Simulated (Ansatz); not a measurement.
## Single-point calculation of C (part 2 of 3)

C (slab, 24 atoms in the cell); DFT, PBEsol, plane waves, PAW, no spin polarisation (Ansatz 0.2.0); cutoff 420 eV, 14×5×1 k-mesh, cold smearing of 0.001 eV. The structure derives from a Materials Project entry.

Geometry of the input (Å; fractional positions):
```
2.4587  0.0000  0.0000
-1.2289  7.6289  0.0000
0.0000  0.0000  25.9065
C  0.6978  0.1461  0.2895
C  0.1978  0.6461  0.2895
C  0.6848  0.6202  0.3158
C  0.1848  0.1201  0.3158
C  0.1587  0.0681  0.3684
C  0.6587  0.5682  0.3684
C  0.1457  0.5422  0.3948
C  0.6457  0.0422  0.3948
C  0.6196  0.9902  0.4474
C  0.1196  0.4903  0.4474
C  0.6066  0.4643  0.4737
C  0.1065  0.9642  0.4737
C  0.0804  0.9123  0.5263
C  0.5805  0.4124  0.5263
C  0.0674  0.3864  0.5526
C  0.5674  0.8863  0.5526
C  0.5413  0.8344  0.6052
C  0.0413  0.3344  0.6052
C  0.5283  0.3085  0.6316
C  0.0283  0.8084  0.6316
C  0.0022  0.7565  0.6842
C  0.5022  0.2565  0.6842
C  0.9892  0.2305  0.7105
C  0.4892  0.7305  0.7105
```

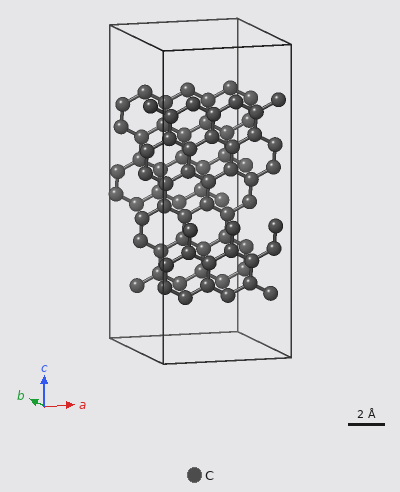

Fig. 1: The structure (ball-and-stick view of the 3 × 1 repeat of the cell, with the vacuum cut short, seen slightly off an axis). An atom can appear more than once, as a periodic image.

**Log, continued**
```
SCF iter   1: F=—  HF=-5906.713395 eV  |F-HF|=—  |Δ(HF+E_count)|=         —  Δρ=1.66e-2  dr2=9.50e-1  ethr=1.77e-3  p=-0.000 e·Å  D=-1.92e-11 V/Å  ΔV_dip=0.00 eV  dr2_dipole=3.07e-6  V_vac-E_F(+/−)=7.47/7.47 eV  ⟨swp⟩=11.0  Hψ=16497  notcnv=0  defer=388
efield: sawtooth ramp at fractional position 0.9800 (placed from the atoms, in the widest stretch of the axis that holds none; the zero of the levels goes with the place), width 0.0400; the density the first Hamiltonian is built on has a dipole p = -0.000 e·Å; the dipole correction subtracts the counter field D = -1.92e-11 V/Å, which shifts the + side's vacuum level by +0.00 eV against the − side's; the planar-averaged density in the ramp window peaks in size at 1.3e-4 e/Å³
preconditioner: auto → LDOS  [metal: Δε(μ)=0.001 eV  Ē_g=14.229 eV  σ=0.001 eV  W_gap=0.41  n_scr=68 (ndim 8)  ℏωp=16.5 eV  f_vac=0.471  D(μ)=38.34/eV (n_scr^D=462)  β=0.2 kept]
SCF iter   2: F=—  HF=-5906.656809 eV  |F-HF|=—  |Δ(HF+E_count)|=   5.66e-2  S|Δr|=    0.00e0  Δρ=1.42e-2  dr2=8.37e-1  ethr=9.89e-4  p=-0.000 e·Å  D=-5.03e-5 V/Å  ΔV_dip=0.00 eV  dr2_dipole=2.50e-4  V_vac-E_F(+/−)=7.39/7.39 eV  ⟨swp⟩=1.0  Hψ=2988  notcnv=0  defer=459  κ⁻¹=1.0e0(r=1)
SCF iter   3: F=—  HF=-5906.605636 eV  |F-HF|=—  |Δ(HF+E_count)|=   5.12e-2  S|Δr|=    0.00e0  Δρ=1.13e-2  dr2=7.76e-1  ethr=8.71e-4  p=-0.000 e·Å  D=-5.28e-5 V/Å  ΔV_dip=0.00 eV  dr2_dipole=3.48e-4  V_vac-E_F(+/−)=7.25/7.25 eV  ⟨swp⟩=1.4  Hψ=1924  notcnv=0  defer=465  κ⁻¹=1.0e-3(r=2)
SCF iter   4: F=—  HF=-5906.546807 eV  |F-HF|=—  |Δ(HF+E_count)|=   5.88e-2  S|Δr|=    0.00e0  Δρ=8.88e-3  dr2=5.75e-1  ethr=8.08e-4  p=0.001 e·Å  D=3.63e-4 V/Å  ΔV_dip=-0.01 eV  dr2_dipole=6.20e-4  V_vac-E_F(+/−)=7.01/7.02 eV  ⟨swp⟩=1.6  Hψ=1929  notcnv=0  defer=468  κ⁻¹=1.7e-4(r=3)
SCF iter   5: F=—  HF=-5906.483348 eV  |F-HF|=—  |Δ(HF+E_count)|=   6.35e-2  S|Δr|=    0.00e0  Δρ=7.15e-3  dr2=3.83e-1  ethr=5.99e-4  p=0.003 e·Å  D=9.32e-4 V/Å  ΔV_dip=-0.02 eV  dr2_dipole=4.70e-6  V_vac-E_F(+/−)=6.66/6.68 eV  ⟨swp⟩=2.0  Hψ=2088  notcnv=0  defer=505  κ⁻¹=3.7e-5(r=4)
SCF iter   6: F=—  HF=-5906.473277 eV  |F-HF|=—  |Δ(HF+E_count)|=   1.01e-2  S|Δr|=    0.00e0  Δρ=5.39e-3  dr2=1.90e-1  ethr=3.99e-4  p=0.003 e·Å  D=1.26e-3 V/Å  ΔV_dip=-0.03 eV  dr2_dipole=9.61e-3  V_vac-E_F(+/−)=6.42/6.45 eV  ⟨swp⟩=1.6  Hψ=2891  notcnv=0  defer=679  κ⁻¹=1.7e-5(r=5)
SCF iter   7: F=—  HF=-5906.489148 eV  |F-HF|=—  |Δ(HF+E_count)|=   1.59e-2  S|Δr|=    0.00e0  Δρ=3.83e-3  dr2=1.83e-1  ethr=1.98e-4  p=0.003 e·Å  D=9.62e-4 V/Å  ΔV_dip=-0.02 eV  dr2_dipole=8.64e-3  V_vac-E_F(+/−)=6.38/6.40 eV  ⟨swp⟩=2.1  Hψ=2199  notcnv=0  defer=703  κ⁻¹=9.2e-6(r=6)
SCF iter   8: F=—  HF=-5906.489116 eV  |F-HF|=—  |Δ(HF+E_count)|=   3.26e-5  S|Δr|=    0.00e0  Δρ=3.72e-3  dr2=1.71e-1  ethr=1.90e-4  p=0.003 e·Å  D=9.68e-4 V/Å  ΔV_dip=-0.03 eV  dr2_dipole=7.10e-3  V_vac-E_F(+/−)=6.35/6.38 eV  ⟨swp⟩=1.0  Hψ=2051  notcnv=0  defer=704  κ⁻¹=7.5e-6(r=7)
SCF iter   9: F=—  HF=-5906.489856 eV  |F-HF|=—  |Δ(HF+E_count)|=   7.40e-4  S|Δr|=    0.00e0  Δρ=3.89e-3  dr2=1.37e-1  ethr=1.78e-4  p=0.002 e·Å  D=9.03e-4 V/Å  ΔV_dip=-0.02 eV  dr2_dipole=6.55e-3  V_vac-E_F(+/−)=6.32/6.35 eV  ⟨swp⟩=1.0  Hψ=1887  notcnv=0  defer=704  κ⁻¹=2.9e-5(r=7)
SCF iter  10: F=—  HF=-5906.490059 eV  |F-HF|=—  |Δ(HF+E_count)|=   2.03e-4  S|Δr|=    0.00e0  Δρ=3.91e-3  dr2=1.79e-1  ethr=1.43e-4  p=0.002 e·Å  D=9.06e-4 V/Å  ΔV_dip=-0.02 eV  dr2_dipole=5.70e-3  V_vac-E_F(+/−)=6.36/6.39 eV  ⟨swp⟩=1.0  Hψ=1886  notcnv=0  defer=704  κ⁻¹=9.7e-5(r=7)
SCF iter  11: F=—  HF=-5906.485740 eV  |F-HF|=—  |Δ(HF+E_count)|=   4.32e-3  S|Δr|=    0.00e0  Δρ=3.81e-3  dr2=1.14e-1  ethr=1.43e-4  p=0.002 e·Å  D=6.50e-4 V/Å  ΔV_dip=-0.02 eV  dr2_dipole=1.06e-3  V_vac-E_F(+/−)=6.33/6.34 eV  ⟨swp⟩=1.1  Hψ=1891  notcnv=0  defer=704  κ⁻¹=9.0e-5(r=7)
SCF iter  12: F=—  HF=-5906.465716 eV  |F-HF|=—  |Δ(HF+E_count)|=   2.00e-2  S|Δr|=    0.00e0  Δρ=3.02e-3  dr2=4.42e-2  ethr=1.19e-4  p=0.000 e·Å  D=5.23e-5 V/Å  ΔV_dip=-0.00 eV  dr2_dipole=2.11e-3  V_vac-E_F(+/−)=6.27/6.27 eV  ⟨swp⟩=3.0  Hψ=3177  notcnv=0  defer=704  κ⁻¹=5.4e-5(r=7)
SCF iter  13: F=—  HF=-5906.468627 eV  |F-HF|=—  |Δ(HF+E_count)|=   2.91e-3  S|Δr|=    0.00e0  Δρ=2.10e-3  dr2=5.41e-2  ethr=4.61e-5  p=-0.001 e·Å  D=-2.00e-4 V/Å  ΔV_dip=0.01 eV  dr2_dipole=3.77e-5  V_vac-E_F(+/−)=6.44/6.44 eV  ⟨swp⟩=2.5  Hψ=3332  notcnv=0  defer=700  κ⁻¹=2.1e-4(r=7)
SCF iter  14: F=—  HF=-5906.465180 eV  |F-HF|=—  |Δ(HF+E_count)|=   3.45e-3  S|Δr|=    0.00e0  Δρ=1.68e-3  dr2=4.89e-2  ethr=4.61e-5  p=-0.002 e·Å  D=-6.40e-4 V/Å  ΔV_dip=0.02 eV  dr2_dipole=9.92e-4  V_vac-E_F(+/−)=6.47/6.45 eV  ⟨swp⟩=1.7  Hψ=2454  notcnv=0  defer=700  κ⁻¹=7.3e-5(r=7)
SCF iter  15: F=—  HF=-5906.462501 eV  |F-HF|=—  |Δ(HF+E_count)|=   2.68e-3  S|Δr|=    0.00e0  Δρ=1.59e-3  dr2=1.99e-2  ethr=4.61e-5  p=-0.002 e·Å  D=-7.25e-4 V/Å  ΔV_dip=0.02 eV  dr2_dipole=7.60e-4  V_vac-E_F(+/−)=6.45/6.43 eV  ⟨swp⟩=1.0  Hψ=1889  notcnv=0  defer=700  κ⁻¹=1.3e-4(r=7)
SCF iter  16: F=—  HF=-5906.463230 eV  |F-HF|=—  |Δ(HF+E_count)|=   7.29e-4  S|Δr|=    0.00e0  Δρ=1.52e-3  dr2=1.78e-2  ethr=2.08e-5  p=-0.002 e·Å  D=-7.46e-4 V/Å  ΔV_dip=0.02 eV  dr2_dipole=2.66e-4  V_vac-E_F(+/−)=6.48/6.46 eV  ⟨swp⟩=1.0  Hψ=1888  notcnv=0  defer=702  κ⁻¹=6.7e-5(r=7)
SCF iter  17: F=—  HF=-5906.463431 eV  |F-HF|=—  |Δ(HF+E_count)|=   2.01e-4  S|Δr|=    0.00e0  Δρ=1.46e-3  dr2=1.31e-2  ethr=1.85e-5  p=-0.002 e·Å  D=-8.10e-4 V/Å  ΔV_dip=0.02 eV  dr2_dipole=1.75e-4  V_vac-E_F(+/−)=6.50/6.48 eV  ⟨swp⟩=1.0  Hψ=1888  notcnv=0  defer=702  κ⁻¹=6.0e-5(r=7)
SCF iter  18: F=—  HF=-5906.465136 eV  |F-HF|=—  |Δ(HF+E_count)|=   1.71e-3  S|Δr|=    0.00e0  Δρ=1.12e-3  dr2=6.55e-3  ethr=1.37e-5  p=-0.002 e·Å  D=-8.71e-4 V/Å  ΔV_dip=0.02 eV  dr2_dipole=3.32e-5  V_vac-E_F(+/−)=6.54/6.52 eV  ⟨swp⟩=2.0  Hψ=2056  notcnv=0  defer=702  κ⁻¹=5.1e-5(r=7)
SCF iter  19: F=—  HF=-5906.467210 eV  |F-HF|=—  |Δ(HF+E_count)|=   2.07e-3  S|Δr|=    0.00e0  Δρ=9.59e-4  dr2=4.30e-3  ethr=6.82e-6  p=-0.002 e·Å  D=-8.47e-4 V/Å  ΔV_dip=0.02 eV  dr2_dipole=1.36e-6  V_vac-E_F(+/−)=6.57/6.55 eV  ⟨swp⟩=2.0  Hψ=2117  notcnv=0  defer=702  κ⁻¹=2.8e-5(r=7)
SCF iter  20: F=—  HF=-5906.468549 eV  |F-HF|=—  |Δ(HF+E_count)|=   1.34e-3  S|Δr|=    0.00e0  Δρ=5.10e-4  dr2=1.55e-3  ethr=4.48e-6  p=-0.002 e·Å  D=-8.56e-4 V/Å  ΔV_dip=0.02 eV  dr2_dipole=1.40e-4  V_vac-E_F(+/−)=6.65/6.63 eV  ⟨swp⟩=3.1  Hψ=3209  notcnv=0  defer=702  κ⁻¹=1.5e-4(r=7)
SCF iter  21: F=—  HF=-5906.468538 eV  |F-HF|=—  |Δ(HF+E_count)|=   1.05e-5  S|Δr|=    0.00e0  Δρ=4.00e-4  dr2=1.16e-3  ethr=1.61e-6  p=-0.002 e·Å  D=-7.94e-4 V/Å  ΔV_dip=0.02 eV  dr2_dipole=1.27e-4  V_vac-E_F(+/−)=6.67/6.65 eV  ⟨swp⟩=1.8  Hψ=1969  notcnv=0  defer=704  κ⁻¹=2.5e-4(r=7)
SCF iter  22: F=—  HF=-5906.468631 eV  |F-HF|=—  |Δ(HF+E_count)|=   9.32e-5  S|Δr|=    0.00e0  Δρ=3.39e-4  dr2=9.58e-4  ethr=1.21e-6  p=-0.002 e·Å  D=-7.26e-4 V/Å  ΔV_dip=0.02 eV  dr2_dipole=7.52e-5  V_vac-E_F(+/−)=6.68/6.66 eV  ⟨swp⟩=1.5  Hψ=1949  notcnv=0  defer=704  κ⁻¹=1.1e-4(r=7)
SCF iter  23: F=—  HF=-5906.468661 eV  |F-HF|=—  |Δ(HF+E_count)|=   3.01e-5  S|Δr|=    0.00e0  Δρ=2.52e-4  dr2=5.35e-4  ethr=9.98e-7  p=-0.002 e·Å  D=-6.83e-4 V/Å  ΔV_dip=0.02 eV  dr2_dipole=3.96e-5  V_vac-E_F(+/−)=6.69/6.67 eV  ⟨swp⟩=2.2  Hψ=2389  notcnv=0  defer=704  κ⁻¹=5.5e-6(r=7)
SCF iter  24: F=—  HF=-5906.468645 eV  |F-HF|=—  |Δ(HF+E_count)|=   1.66e-5  S|Δr|=    0.00e0  Δρ=2.17e-4  dr2=3.83e-4  ethr=5.57e-7  p=-0.002 e·Å  D=-6.27e-4 V/Å  ΔV_dip=0.02 eV  dr2_dipole=3.11e-5  V_vac-E_F(+/−)=6.68/6.67 eV  ⟨swp⟩=1.0  Hψ=1888  notcnv=0  defer=704  κ⁻¹=4.6e-4(r=7)
SCF iter  25: F=—  HF=-5906.468551 eV  |F-HF|=—  |Δ(HF+E_count)|=   9.37e-5  S|Δr|=    0.00e0  Δρ=1.92e-4  dr2=1.98e-4  ethr=3.99e-7  p=-0.001 e·Å  D=-4.58e-4 V/Å  ΔV_dip=0.01 eV  dr2_dipole=1.81e-5  V_vac-E_F(+/−)=6.67/6.66 eV  ⟨swp⟩=2.0  Hψ=2093  notcnv=0  defer=704  κ⁻¹=7.5e-5(r=7)
SCF iter  26: F=—  HF=-5906.468568 eV  |F-HF|=—  |Δ(HF+E_count)|=   1.67e-5  S|Δr|=    0.00e0  Δρ=1.64e-4  dr2=1.45e-4  ethr=2.07e-7  p=-0.001 e·Å  D=-3.66e-4 V/Å  ΔV_dip=0.01 eV  dr2_dipole=1.77e-5  V_vac-E_F(+/−)=6.66/6.65 eV  ⟨swp⟩=1.9  Hψ=2050  notcnv=0  defer=704  κ⁻¹=2.4e-4(r=7)
SCF iter  27: F=—  HF=-5906.468586 eV  |F-HF|=—  |Δ(HF+E_count)|=   1.81e-5  S|Δr|=    0.00e0  Δρ=1.39e-4  dr2=1.24e-4  ethr=1.51e-7  p=-0.001 e·Å  D=-3.10e-4 V/Å  ΔV_dip=0.01 eV  dr2_dipole=1.11e-5  V_vac-E_F(+/−)=6.66/6.65 eV  ⟨swp⟩=1.5  Hψ=1936  notcnv=0  defer=704  κ⁻¹=4.4e-4(r=7)
SCF iter  28: F=—  HF=-5906.468597 eV  |F-HF|=—  |Δ(HF+E_count)|=   1.13e-5  S|Δr|=    0.00e0  Δρ=1.20e-4  dr2=1.08e-4  ethr=1.29e-7  p=-0.001 e·Å  D=-2.83e-4 V/Å  ΔV_dip=0.01 eV  dr2_dipole=7.71e-6  V_vac-E_F(+/−)=6.66/6.65 eV  ⟨swp⟩=1.0  Hψ=1890  notcnv=0  defer=704  κ⁻¹=1.9e-4(r=7)
SCF iter  29: F=—  HF=-5906.468587 eV  |F-HF|=—  |Δ(HF+E_count)|=   9.85e-6  S|Δr|=    0.00e0  Δρ=9.72e-5  dr2=7.74e-5  ethr=1.13e-7  p=-0.001 e·Å  D=-2.21e-4 V/Å  ΔV_dip=0.01 eV  dr2_dipole=4.13e-6  V_vac-E_F(+/−)=6.66/6.65 eV  ⟨swp⟩=2.0  Hψ=2083  notcnv=0  defer=704  κ⁻¹=2.2e-5(r=7)
SCF iter  30: F=—  HF=-5906.468706 eV  |F-HF|=—  |Δ(HF+E_count)|=   1.18e-4  S|Δr|=    0.00e0  Δρ=7.54e-5  dr2=3.30e-5  ethr=8.06e-8  p=-0.000 e·Å  D=-1.46e-4 V/Å  ΔV_dip=0.00 eV  dr2_dipole=2.28e-6  V_vac-E_F(+/−)=6.66/6.66 eV  ⟨swp⟩=1.9  Hψ=2158  notcnv=0  defer=704  κ⁻¹=1.4e-4(r=7)
SCF iter  31: F=—  HF=-5906.468702 eV  |F-HF|=—  |Δ(HF+E_count)|=   3.78e-6  S|Δr|=    0.00e0  Δρ=4.86e-5  dr2=6.70e-6  ethr=3.44e-8  p=-0.000 e·Å  D=-3.65e-5 V/Å  ΔV_dip=0.00 eV  dr2_dipole=8.28e-8  V_vac-E_F(+/−)=6.66/6.66 eV  ⟨swp⟩=2.8  Hψ=3144  notcnv=0  defer=704  κ⁻¹=5.7e-5(r=7)
SCF iter  32: F=—  HF=-5906.468704 eV  |F-HF|=—  |Δ(HF+E_count)|=   1.83e-6  S|Δr|=    0.00e0  Δρ=2.49e-5  dr2=2.36e-6  ethr=6.98e-9  p=-0.000 e·Å  D=-1.66e-5 V/Å  ΔV_dip=0.00 eV  dr2_dipole=6.67e-8  V_vac-E_F(+/−)=6.67/6.66 eV  ⟨swp⟩=2.9  Hψ=3555  notcnv=0  defer=704  κ⁻¹=6.7e-5(r=7)
SCF iter  33: F=—  HF=-5906.468705 eV  |F-HF|=—  |Δ(HF+E_count)|=   8.02e-7  S|Δr|=    0.00e0  Δρ=1.74e-5  dr2=1.37e-6  ethr=2.46e-9  p=-0.000 e·Å  D=-1.06e-5 V/Å  ΔV_dip=0.00 eV  dr2_dipole=1.11e-7  V_vac-E_F(+/−)=6.67/6.67 eV  ⟨swp⟩=1.2  Hψ=1969  notcnv=0  defer=704  κ⁻¹=4.3e-5(r=7)
SCF iter  34: F=—  HF=-5906.468705 eV  |F-HF|=—  |Δ(HF+E_count)|=   6.43e-7  S|Δr|=    0.00e0  Δρ=1.24e-5  dr2=8.79e-7  ethr=1.42e-9  p=-0.000 e·Å  D=-7.55e-6 V/Å  ΔV_dip=0.00 eV  dr2_dipole=8.16e-8  V_vac-E_F(+/−)=6.67/6.67 eV  ⟨swp⟩=1.1  Hψ=1897  notcnv=0  defer=704  κ⁻¹=7.9e-6(r=7)
SCF iter  35: F=—  HF=-5906.468705 eV  |F-HF|=—  |Δ(HF+E_count)|=   1.41e-7  S|Δr|=    0.00e0  Δρ=9.39e-6  dr2=5.29e-7  ethr=9.16e-10  p=-0.000 e·Å  D=-2.36e-6 V/Å  ΔV_dip=0.00 eV  dr2_dipole=6.65e-9  V_vac-E_F(+/−)=6.67/6.67 eV  ⟨swp⟩=1.1  Hψ=1895  notcnv=0  defer=704  κ⁻¹=5.9e-6(r=7)
SCF iter  36: F=—  HF=-5906.468705 eV  |F-HF|=—  |Δ(HF+E_count)|=   2.27e-7  S|Δr|=    0.00e0  Δρ=7.70e-6  dr2=3.47e-7  ethr=5.51e-10  p=-0.000 e·Å  D=-2.74e-6 V/Å  ΔV_dip=0.00 eV  dr2_dipole=1.19e-10  V_vac-E_F(+/−)=6.67/6.67 eV  ⟨swp⟩=1.2  Hψ=1901  notcnv=0  defer=704  κ⁻¹=3.4e-6(r=7)
SCF iter  37: F=—  HF=-5906.468705 eV  |F-HF|=—  |Δ(HF+E_count)|=   3.00e-7  S|Δr|=    0.00e0  Δρ=3.61e-6  dr2=1.44e-7  ethr=3.61e-10  p=0.000 e·Å  D=1.41e-6 V/Å  ΔV_dip=-0.00 eV  dr2_dipole=5.13e-9  V_vac-E_F(+/−)=6.67/6.67 eV  ⟨swp⟩=2.5  Hψ=3163  notcnv=0  defer=704  κ⁻¹=4.8e-6(r=7)
SCF iter  38: F=-5906.468705 eV  HF=-5906.468706 eV  |F-HF|=2.71e-8  |Δ(HF+E_count)|=   8.99e-8  S|Δr|=    0.00e0  Δρ=2.82e-6  dr2=9.09e-8  ethr=1.04e-10  p=-0.000 e·Å  D=-5.29e-9 V/Å  ΔV_dip=0.00 eV  dr2_dipole=2.36e-9  V_vac-E_F(+/−)=6.67/6.67 eV  ⟨swp⟩=32.4  Hψ=20459  notcnv=0
SCF 1 converged in 38 iterations: F = -5906.468705 eV  dr2 = 9.09e-8
  greatest PAW one-centre occupation: 0.698 electrons in one spin orbital (limit 2), on the C atom at site 0 (counted from 0), in its partial waves of l = 0
SCF converged after 38 iterations
Stability not checked: this state was not tested for a lower state beside it, because cold or Methfessel-Paxton smearing, or corrected tetrahedra, fill the levels in a way that the test cannot read (fill_not_monotonic; see scf.lower_state_search)
Free energy (F): -5906.468705 eV
Harris-Foulkes:  -5906.468706 eV  (|F-HF|=2.71e-8)
Internal energy: -5906.468715 eV  (E = F + TS)
E sigma→0 (E₀):  -5906.468709 eV
Entropy (-TS):   0.000009 eV (0.000 meV/atom)
Fermi energy:    -0.765178 eV
Step filling:    the computed levels leave a gap of 0.0028 eV = 2.8 smearing widths at the electron count; against every level under it full and every level over it empty, smearing changes F+E_penalty+E_count by +9.22e-3 meV and its σ→0 estimate by +6.11e-3 meV
Dipole field:    D = -0.000042 V/Å  (p = -0.000113 e·Å, saw-weighted, corrected)
Work function:   Φ+ = 6.6660 eV   Φ− = 6.6650 eV
Levels:          The Fermi level and band energies are counted from a zero that moves with the ramp; work functions are not
--- Per-component energies (eV) ---
  E_band       = -894.279433
  E_kinetic    = 2152.855794
  E_local      = -57576.040567  (includes V_loc(G=0)·N_el)
  E_nonlocal   = 660.509357
  E_hartree    = 27718.425948
  E_xc         = -1132.184520
  E_vxc        = -1406.049870  (∫ρ·V_xc dr)
  E_paw        = -2288.174223  (= ΣΔE_a)
  E_vpaw       = -162.463356  (= ΣTr[D̂ρ^β])
  E_aug_tail   = 0.000007  (compensation charges beyond the density's cutoff)
  E_efield     = 0.000000  (sawtooth field / dipole correction)
  E_vefield    = 0.000000  (∫n·V_field dr)
  E_ewald      = 24557.633076
  E_core_change = 0.506412  (= ΣΔE_core)
  E_smearing   = 0.000009  (= −TS)
  E_closure    = 0.000000  (closes the sum)
  Σ components = -5906.468705   (vs F -5906.468705, Δ=0.00e0)
```
